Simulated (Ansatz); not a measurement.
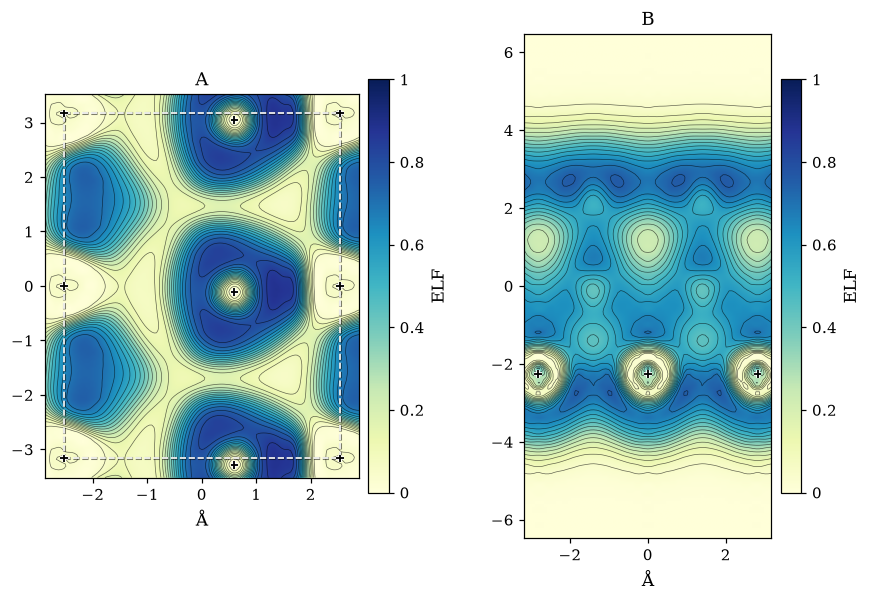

The ELF of 2 systems, each on a plane through atoms (crosses mark nuclei in the plane).

Computed with Ansatz, DFT LDA, scalar-relativistic, plane waves, PAW.

System 1: Al (slab), the (010) plane of the calculation cell, a cut from vacuum to vacuum. Computed without spin polarisation.

```xyz
3
Lattice="2.8168 0.0000 0.0000 -1.4084 2.4395 0.0000 0.0000 0.0000 20.0322" Properties=species:S:1:pos:R:3 pbc="T T T"
Al    1.4084    0.8131    4.0000
Al    0.0000    1.6263    6.2663
Al    0.0000    0.0000    8.5321
```

System 2: AlN, the (110) plane of the conventional cell. Space group Cmc2₁; changed on purpose from its base cell (mode 5 frozen in at -0.069 Å, equal normal strain along x, y and z +0.0250); not relaxed (largest force 0.4 eV/Å); computed pressure about −14 GPa in this cell.

Q: Which map belongs to which system?

A: Panel A is system 2, AlN: the plane holds Al and N. Al–N (1.94 Å): the ELF peaks at about 0.90 in the valence shell of N, 0.8 Å from its nucleus, and is about 0.85 at the midpoint. Panel B is system 1, Al: the plane holds Al. Al–Al (2.82 Å): the ELF peaks at about 0.70 between the atoms.
